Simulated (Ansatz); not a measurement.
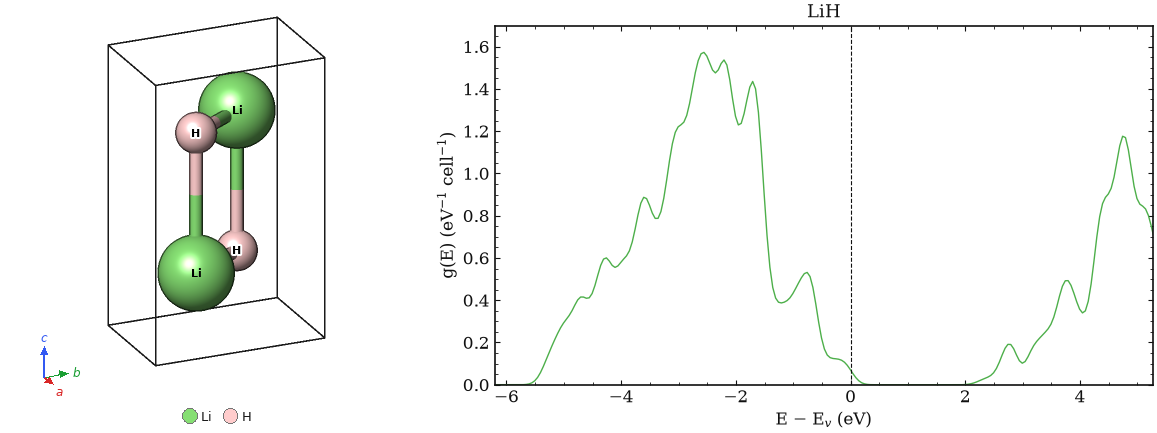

Density of states, beside the structure. Energies are counted from the top of the valence band. The curve is built from the levels of the k mesh with Gaussians 0.3 eV wide, which also blur the band edges.

The material is LiH, space group P6_3/mmc (No. 194), 4 atoms in the cell, wurtzite type.

Computed with Ansatz 0.2.0: DFT, r2SCAN+rVV10, plane waves, PAW, no spin polarisation, 12×12×8 k mesh, 500 eV cutoff, Fermi-Dirac smearing of 0.03 eV.

**Is there a gap at the Fermi level, and how wide?**

There is a gap; over the k points computed it is 2.28 eV (indirect; the smallest direct gap is 3.62 eV).

**How wide is the upper valence band?**

The upper group of valence states starts about 5.4 eV under the valence-band top, with a gap beneath it; it holds about 4 electrons a cell.
